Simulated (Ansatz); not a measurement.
Cell and atoms:

```cif
data_structure
_symmetry_space_group_name_H-M 'P 2/m'
_symmetry_Int_Tables_number 10
_cell_length_a 4.6496
_cell_length_b 2.9377
_cell_length_c 8.2031
_cell_angle_alpha 90.000
_cell_angle_beta 91.989
_cell_angle_gamma 90.000
_cell_volume 111.98
loop_
_atom_site_label
_atom_site_type_symbol
_atom_site_symmetry_multiplicity
_atom_site_Wyckoff_symbol
_atom_site_fract_x
_atom_site_fract_y
_atom_site_fract_z
_atom_site_occupancy
Ti1 Ti 2 n 0.73580 0.50000 0.08454 1
Ti2 Ti 2 n 0.25319 0.50000 0.57222 1
Ti3 Ti 2 m 0.74582 0.00000 0.75675 1
O1 O 2 m 0.70857 0.00000 0.25795 1
O2 O 1 a 0.00000 0.00000 0.00000 1
```

Interpret the file: composition, symmetry and coordination.

Formula: Ti₂O. The lattice is primitive monoclinic and the space group P2/m (No. 10). The cell has 9 atoms, namely 6 Ti, 3 O.

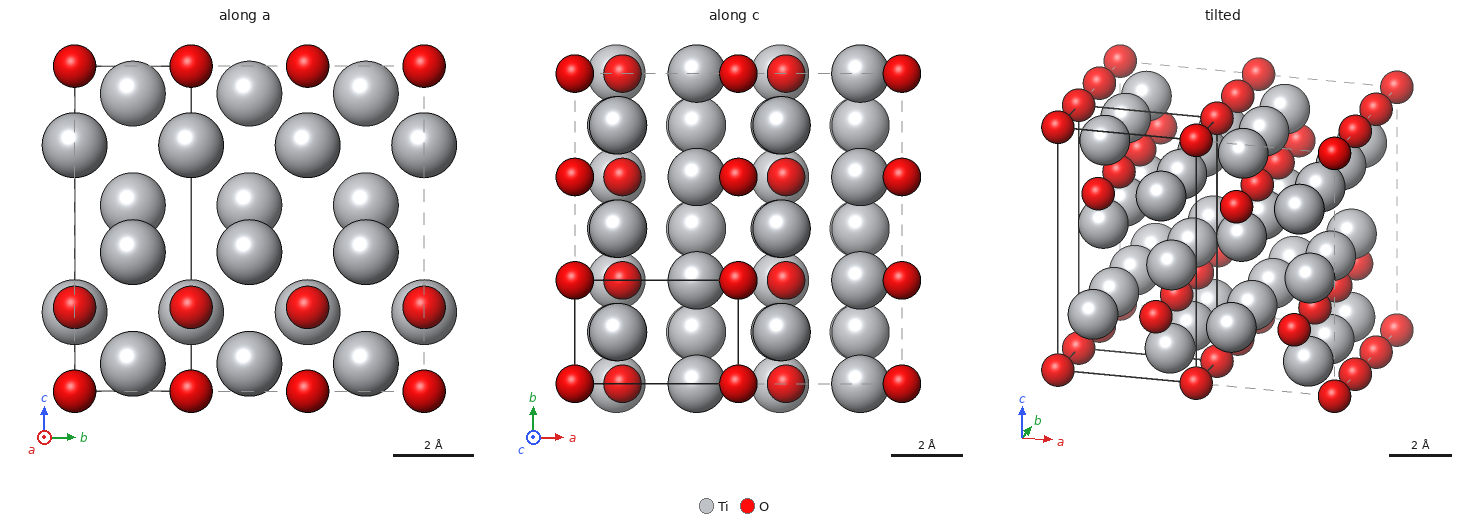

Spheres-only drawing of the structure, looking along the a axis, along the c axis and slightly off an axis. A 2×3×1 array of cells is drawn; the conventional unit cell has the solid edges.

The structure comes from a structure listed in the Materials Project. Earlier steps of the study may have refined or changed the cell and positions. Ansatz was used for an electronic-structure calculation on it.
